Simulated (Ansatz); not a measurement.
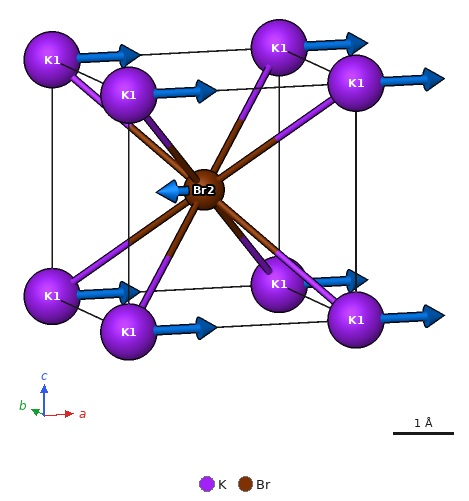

The lowest optical mode of solid KBr, space group Pm-3m (No. 221), at the zone centre. Displacements are drawn as blue arrows; their common scale and sign are arbitrary. Style: ball-and-stick. Shown: the cell of the calculation, slightly off an axis.

These are results of DFT PBE, scalar-relativistic, plane waves, PAW (Ansatz 0.2.0), not measurements. Set-up: plane-wave cutoff 420 eV; k-point mesh 6 × 6 × 6; occupations gaussian; smearing width 0.05 eV; no spin polarisation.

Frequencies are those without the non-analytic (LO–TO) term.

Is the structure stable against all modes at this point?

Answer. Yes: this softest mode has a real frequency, and so have all others here. That speaks for this wave vector alone: the rest of the zone wasn't checked in this run. This is the T₁u mode (triply degenerate; one member of the set is drawn) at 75 cm⁻¹, the only optical level, infrared-active by symmetry. The K sublattice moves against the Br sublattice, along a; the kinetic energy is shared as K 67 %, Br 33 %.
